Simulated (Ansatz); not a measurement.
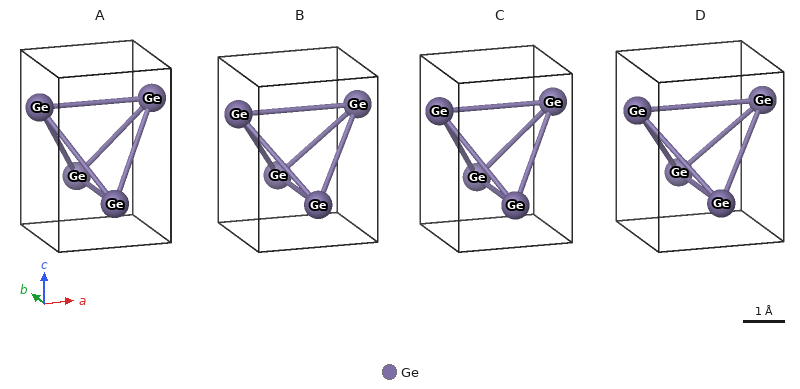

4 geometries from one relaxation of crystalline Ge (a generated structure, set up in P4/nmm) (coarse preliminary run), in shuffled order. A ball-and-stick model of the cell of the calculation, seen slightly off an axis.

These are results of DFT PBE, scalar-relativistic, plane waves, PAW in Ansatz 0.2.0, not measurements. Set-up: plane-wave cutoff 420 eV; k-point mesh 6 × 6 × 4; occupations gaussian; smearing width 0.1 eV; no spin polarisation; cell and atoms relaxed; force threshold 0.04 eV/Å; at most 70 steps.

Order the frames from highest to lowest energy.

Answer. D, B, C, A. They are steps 0, 1, 2, 5, at +114 meV per atom, +20.3 meV per atom, +4.6 meV per atom relative to the last. The largest moves relative to the cell, 0.031 Å, are those of Ge atoms. The volume changes by −17.2 %, with a = b 3.284 → 2.947 Å (−10.3 %), c 4.352 → 4.475 Å (+2.8 %). Near-neighbour distances that change, for instance: Ge–Ge 3.284 → 2.947 Å, Ge–Ge 3.222 → 3.055 Å, Ge–Ge 3.143 → 3.059 Å. The space group (tolerance 0.01 Å) goes from P4/nmm (No. 129) to I4/mmm (No. 139). After 4 accepted moves (5 points after the start) the energy has fallen by 114 meV per atom. The largest force component goes from 0.0048 to 0.0067 eV/Å. Pressure: −7.05 GPa at the start and 0.10 GPa at the end. The SCF was repeated once at an unchanged geometry on a basis and grid sized afresh for the cell, which shifted the energy by 0.7 meV per atom at most.
